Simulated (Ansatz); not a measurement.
# Preparing KMgF3 (Pm-3m) as a host crystal, part 3 of 3

Before any defect goes in: KMgF3 (Pm-3m) at rest, and how it screens a charge.

Ansatz 0.2.0; plane-wave PAW DFT, PBE; relaxation of the host's cell and atoms (the session's first sound run).

So far, mean electronic dielectric tensor: step 3 (dielectric tensors of the host) 2.10.

### Step 6. Host on a dense mesh

This step: plane-wave PAW DFT, PBE; single point of the defect-free host, a test of the k-point sampling (Ansatz 0.2.0).

System of this step: KMgF3 (Pm-3m). It takes space group Pm-3m (No. 221, cubic). Conventional cell: a = 4.054 Å, b = 4.054 Å, c = 4.054 Å, α = 90.00°, β = 90.00°, γ = 90.00°. Nearest to K lie 12 F at 2.87 Å. Nearest to Mg lie 6 F at 2.03 Å. F has 2 Mg at 2.03 Å and 4 K at 2.87 Å nearest. Farther neighbours and most contacts between anions are not listed.

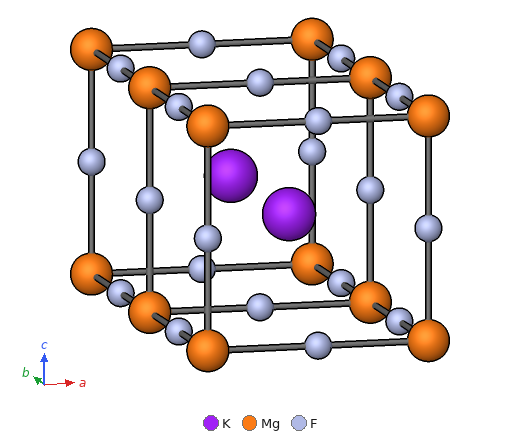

The cell of this step (potassium purple, magnesium orange, fluorine light blue). 1×2×1 cells are drawn. Some periodic images of atoms are drawn too.

dense/input.yaml

```yaml
crystal:
  lattice:
    - [4.0538558823, 0.0, 0.0]
    - [0.0, 4.0538558823, 0.0]
    - [0.0, 0.0, 4.0538558823]
  atoms:
    - { symbol: K, position: [0.5, 0.5, 0.5] }
    - { symbol: Mg, position: [0.0, 0.0, 0.0] }
    - { symbol: F, position: [0.0, 0.5, 0.0] }
    - { symbol: F, position: [0.0, 0.0, 0.5] }
    - { symbol: F, position: [0.5, 0.0, 0.0] }
basis:
  ecutwfc: 420
  xc_grid: 2
hamiltonian:
  xc: pbe
kpoints:
  mp_grid: { grid: [7, 7, 7] }
scf:
  occupations: { method: fermi_dirac, width: 0.01 }
  max_iter: 100
  lower_state_search: "off"
checkpoint:
  write: "../dense.run"
  compress: false
  write_wavefunctions: false
  write_every: 100000
```

The run is started by

```console
ansatz run input.yaml --threads 4 --pin off --max-ram 9420MiB --backend cpu --events-out ev --progress --plain --runs-dir out
```

Numbers of over 12 decimals in the logs are rounded to 6 here.

What it wrote:

```text
[...]
Crystal: 5 atoms, lattice volume = 66.620 Å³
Basis set: ecut = 420 eV, 1309 PW (Γ), exchange–correlation on 60×60×60 points (8 copies of the dense FFT grid, shifted against one another)
Bands: 25, of which v1, the nominal top of the filled ones, is band 20 counted from 1 (19 counted from 0)
Symmetry: 48 space group operations
[...]
k-points: 20 of 343
[...]
SCF iter   1: F=—  HF=-5894.735966 eV  |F-HF|=—  |Δ(HF+E_count)|=         —  Δρ=4.97e-4  dr2=5.43e-5  ethr=1.77e-3  ⟨swp⟩=6.5  Hψ=2405  notcnv=0
[...]
SCF iter   6: F=-5894.736914 eV  HF=-5894.736914 eV  |F-HF|=2.59e-9  |Δ(HF+E_count)|=   1.51e-7  Δρ=3.25e-6  dr2=3.47e-9  ethr=2.50e-10  ⟨swp⟩=1.4  Hψ=1448  notcnv=0
SCF 1 converged in 6 iterations: F = -5894.736914 eV  dr2 = 3.47e-9
[...]
SCF converged after 6 iterations
Free energy (F): -5894.736914 eV
[...]
Internal energy: -5894.736914 eV  (E = F + TS)
E sigma→0 (E₀):  -5894.736914 eV
Fermi energy:    5.862714 eV
[...]
```

The job ended after 0.52 s (4 threads of Arm Neoverse V1, shared host; peak memory 0.33 GiB).

### Step 7. Defect free supercell at the zone centre

System of this step: KMgF3 (Pm-3m). It takes space group Pm-3m (No. 221, cubic). The conventional cell has a = 4.054 Å, b = 4.054 Å, c = 4.054 Å, α = 90.00°, β = 90.00°, γ = 90.00°. K has 12 F at 2.87 Å nearest. Mg has 6 F at 2.03 Å nearest. Nearest to F lie 2 Mg at 2.03 Å and 4 K at 2.87 Å. Farther neighbours and most contacts between anions are not listed.

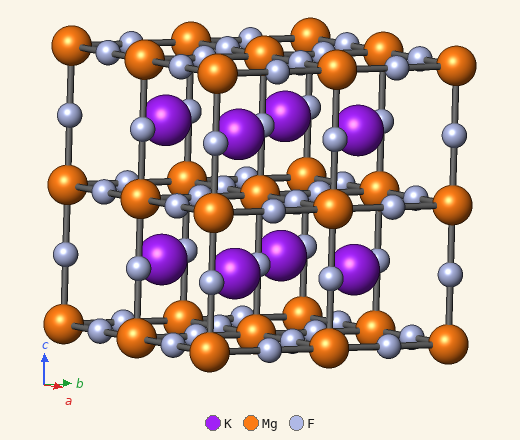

The cell of this step (potassium purple, magnesium orange, fluorine light blue). Some periodic images of atoms are drawn too.

pristine.sampling_gamma/input.yaml

```yaml
crystal:
  lattice:
    - [8.1077117647, 0.0, 0.0]
    - [0.0, 8.1077117647, 0.0]
    - [0.0, 0.0, 8.1077117647]
  atoms:
    - { symbol: K, position: [0.25, 0.25, 0.25] }
    - { symbol: Mg, position: [0.0, 0.0, 0.0] }
    - { symbol: F, position: [0.0, 0.25, 0.0] }
    - { symbol: F, position: [0.0, 0.0, 0.25] }
    - { symbol: F, position: [0.25, 0.0, 0.0] }
    - { symbol: K, position: [0.25, 0.25, 0.75] }
    - { symbol: Mg, position: [0.0, 0.0, 0.5] }
    - { symbol: F, position: [0.0, 0.25, 0.5] }
    - { symbol: F, position: [0.0, 0.0, 0.75] }
    - { symbol: F, position: [0.25, 0.0, 0.5] }
    - { symbol: K, position: [0.25, 0.75, 0.25] }
    - { symbol: Mg, position: [0.0, 0.5, 0.0] }
    - { symbol: F, position: [0.0, 0.75, 0.0] }
    - { symbol: F, position: [0.0, 0.5, 0.25] }
    - { symbol: F, position: [0.25, 0.5, 0.0] }
    - { symbol: K, position: [0.25, 0.75, 0.75] }
    - { symbol: Mg, position: [0.0, 0.5, 0.5] }
    - { symbol: F, position: [0.0, 0.75, 0.5] }
    - { symbol: F, position: [0.0, 0.5, 0.75] }
    - { symbol: F, position: [0.25, 0.5, 0.5] }
    - { symbol: K, position: [0.75, 0.25, 0.25] }
    - { symbol: Mg, position: [0.5, 0.0, 0.0] }
    - { symbol: F, position: [0.5, 0.25, 0.0] }
    - { symbol: F, position: [0.5, 0.0, 0.25] }
    - { symbol: F, position: [0.75, 0.0, 0.0] }
    - { symbol: K, position: [0.75, 0.25, 0.75] }
    - { symbol: Mg, position: [0.5, 0.0, 0.5] }
    - { symbol: F, position: [0.5, 0.25, 0.5] }
    - { symbol: F, position: [0.5, 0.0, 0.75] }
    - { symbol: F, position: [0.75, 0.0, 0.5] }
    - { symbol: K, position: [0.75, 0.75, 0.25] }
    - { symbol: Mg, position: [0.5, 0.5, 0.0] }
    - { symbol: F, position: [0.5, 0.75, 0.0] }
    - { symbol: F, position: [0.5, 0.5, 0.25] }
    - { symbol: F, position: [0.75, 0.5, 0.0] }
    - { symbol: K, position: [0.75, 0.75, 0.75] }
    - { symbol: Mg, position: [0.5, 0.5, 0.5] }
    - { symbol: F, position: [0.5, 0.75, 0.5] }
    - { symbol: F, position: [0.5, 0.5, 0.75] }
    - { symbol: F, position: [0.75, 0.5, 0.5] }
basis:
  ecutwfc: 420
  xc_grid: 2
hamiltonian:
  xc: pbe
kpoints:
  mp_grid: { grid: [1, 1, 1] }
scf:
  occupations: { method: fermi_dirac, width: 0.01 }
  max_iter: 100
  lower_state_search: "off"
checkpoint:
  write: "../pristine.sampling_gamma.run"
  compress: false
  write_wavefunctions: false
  write_every: 100000
```

What it wrote:

```text
[...]
Crystal: 40 atoms, lattice volume = 532.960 Å³
Basis set: ecut = 420 eV, 10395 PW (Γ), exchange–correlation on 120×120×120 points (8 copies of the dense FFT grid, shifted against one another)
Bands: 200, of which v1, the nominal top of the filled ones, is band 160 counted from 1 (159 counted from 0)
Symmetry: 384 space group operations
[...]
k-points: 1
[...]
SCF iter   1: F=—  HF=-47157.755291 eV  |F-HF|=—  |Δ(HF+E_count)|=         —  Δρ=4.59e-4  dr2=3.93e-4  ethr=1.77e-3  ⟨swp⟩=6.0  Hψ=844  notcnv=0  defer=10
[...]
SCF iter   7: F=-47157.765090 eV  HF=-47157.765090 eV  |F-HF|=6.40e-8  |Δ(HF+E_count)|=   9.37e-8  Δρ=4.76e-6  dr2=8.06e-8  ethr=3.13e-11  ⟨swp⟩=2.0  Hψ=458  notcnv=0
SCF 1 converged in 7 iterations: F = -47157.765090 eV  dr2 = 8.06e-8
[...]
SCF converged after 7 iterations
Free energy (F): -47157.765090 eV
[...]
Internal energy: -47157.765090 eV  (E = F + TS)
E sigma→0 (E₀):  -47157.765090 eV
Fermi energy:    5.875157 eV
[...]
```

Run time: 2 s. Hardware: 4 threads; peak memory 0.65 GiB.

### Step 8. Summary of results

| Property | Result |
| --- | --- |
| primitive cell vectors, lengths | 4.054, 4.054, 4.054 Å |
| electronic dielectric constant | 2.10 |
| static dielectric constant | 8.18 |
| gap on the k-mesh of the response run (PBEsol) | 6.78 eV |
| supercell relaxed in its symmetry less the displaced and relaxed one | 0.000 eV |
| energy an atom at the zone centre alone less that on the dense mesh | 0.003 eV |

In words: Step 5: The energy fell by 0.416 eV from the randomly displaced start; against the sites as typed, F13 ends farthest off, by 0.01 Å, once the mean shift is taken out. The displaced cell ends within 0.01 eV of the symmetric one relaxed in its symmetry, so no lower structure shows in this supercell. The k-mesh can miss the band edges, so this gap is an upper bound at this level. All at zero temperature.

[Logs are printed without paths, hosts, clocks, repeated set-up lines and the standing remarks that a program may print on its own settings, such as how far it seeks lower states.]

[Hosts, paths, dates, database ids (printed as entryN), source tags and the programs' standing remarks are cut or masked in the printed files.]

[Runs of the host that timed out are not shown.]

[For some hosts the program warned that the k-mesh of the response run may be too coarse for force constants and the static dielectric constant; such warnings are not always shown.]
